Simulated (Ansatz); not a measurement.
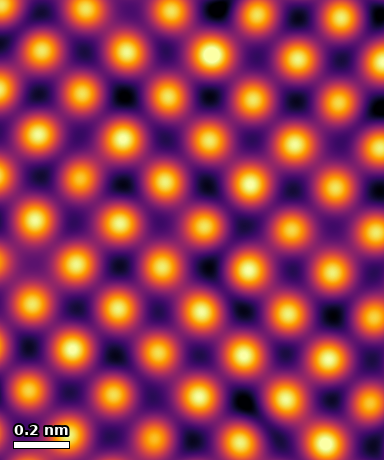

An image along [001] of one of the structures below (computed or model cells, partly hypothetical, each in its standard cell). Simulation: incoherent imaging, intensity Z^1.7 per atom, probe width 1.30 Å, thin sample. The display is stretched by a gamma of 0.8; percentages refer to the linear signal. The speckle of an amorphous layer was added.

A. Ir
Space group Fm-3m (No. 225). a = 3.812 Å, b = 3.812 Å, c = 3.812 Å, α = 90.00°, β = 90.00°, γ = 90.00°
```csv
atom,site,symmetry,x,y,z
Ir,4a,m-3m,0.0000,0.0000,0.0000
```

B. Ir
Space group P6_3/mmc (No. 194). a = 2.711 Å, b = 2.711 Å, c = 8.856 Å, α = 90.00°, β = 90.00°, γ = 120.00°
```json
{"atom": "Ir", "site": "2a", "symmetry": "-3m.", "x": "0.0000", "y": "0.0000", "z": "0.0000"}
{"atom": "Ir", "site": "2c", "symmetry": "-6m2", "x": "0.3333", "y": "0.6667", "z": "0.2500"}
```

C. Ir
Space group Im-3m (No. 229). a = 3.112 Å, b = 3.112 Å, c = 3.112 Å, α = 90.00°, β = 90.00°, γ = 90.00°
```
atom  site  symmetry       x       y       z
  Ir    2a      m-3m  0.0000  0.0000  0.0000
```

D. Hg
Space group R-3m:H (No. 166). a = 3.545 Å, b = 3.545 Å, c = 6.586 Å, α = 90.00°, β = 90.00°, γ = 120.00°
```
atom  site  symmetry       x       y       z
  Hg    3a       -3m  0.0000  0.0000  0.0000
```

Which structure was imaged?

Answer. C, Ir. Along [001] the projected cells are A 1.91 × 1.91 Å, 90°; B 2.71 × 2.71 Å, 120°; C 2.20 × 2.20 Å, 90°; D 2.05 × 2.05 Å, 120°. The image repeats as C does.

Structure C: the geometry relaxed with Ansatz, DFT, PBE, plane waves (420 eV) with PAW, scalar-relativistic; the starting structure was generated, so it need not be a known form of this composition.
